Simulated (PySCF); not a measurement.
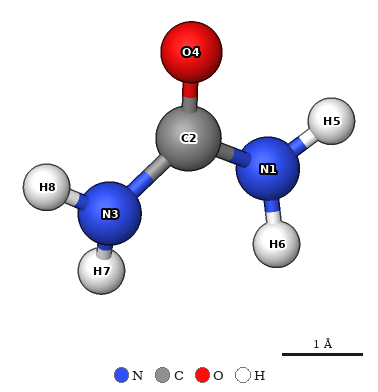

This is the input geometry for a relaxation of CH₄N₂O. The picture is a ball-and-stick view, seen at a tilt.

The start comes from GFN2-xTB. Its atoms were then displaced at random by about 0.01 Å.

These are results of PBE0-D3(BJ)/def2-SVP geometry optimisation, gas phase in PySCF, not measurements.

```xyz
8

N     1.1576   -0.3099   -0.0423
C     0.0145    0.5029   -0.1352
N    -1.1720   -0.1478    0.1472
O     0.0976    1.6785   -0.4403
H     2.0142    0.1971   -0.0648
H     1.1002   -1.1364    0.4757
H    -1.1786   -1.1511    0.1128
H    -1.9783    0.3476   -0.1056
```

Q: Where does the relaxation end?

A: H7 moves most after the best rigid fit: 0.12 Å. By element the largest moves are H 0.12 Å, N 0.04 Å, O 0.03 Å, C 0.02 Å. Near-neighbour distances that change, for instance: N1–H6 0.977 → 1.012 Å, N1–C2 1.406 → 1.378 Å, N1–H5 0.996 → 1.012 Å, C2–O4 1.217 → 1.212 Å. Bond angles that change, for instance: H7–N3–H8 119.4° → 115.1°, H5–N1–H6 119.6° → 115.3°. The energy falls by 10.0 kJ/mol in 11 geometry steps. Cost: 16 s on 1 thread of Arm Neoverse V1, with other jobs on the host.

Final geometry:

```xyz
8

N     1.1447   -0.3154   -0.0582
C     0.0276    0.4887   -0.1344
N    -1.1506   -0.1587    0.1727
O     0.0765    1.6597   -0.4443
H     2.0182    0.1931   -0.1021
H     1.1360   -1.1070    0.5718
H    -1.2191   -1.1539    0.0032
H    -1.9782    0.3745   -0.0612
```

The end point in the same view:

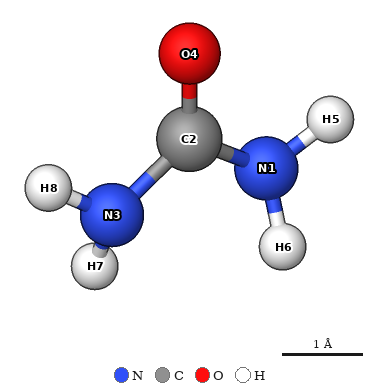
